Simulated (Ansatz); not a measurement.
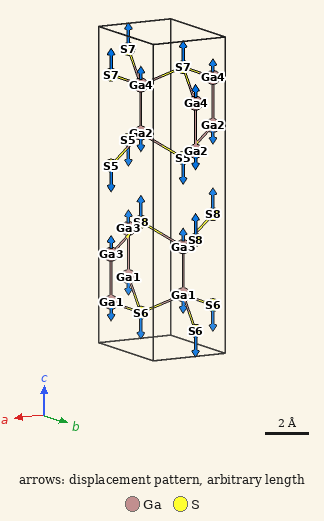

One vibrational mode of crystalline GaS at the zone centre. Displacements are drawn as blue arrows; their common scale and sign are arbitrary. The picture is a ball-and-stick view of the cell of the calculation, seen from a free direction.

The calculation used DFT PBEsol, scalar-relativistic, plane waves, PAW in Ansatz. Settings: plane-wave cutoff 420 eV; k-point mesh 12 × 12 × 2; occupations fixed; no spin polarisation.

Frequencies are those without the non-analytic (LO–TO) term.

Q: Describe the mode and give its frequency.

A: This is the A₁g mode at 5.36 THz, optical level 6 of 11, counted from below, Raman-active by symmetry. All motion is along c; atoms of one kind move against one another, with no net shift of any sublattice; of the bonds it mainly stretches Ga–Ga, all in phase; the kinetic energy is shared as S 54 %, Ga 46 %.
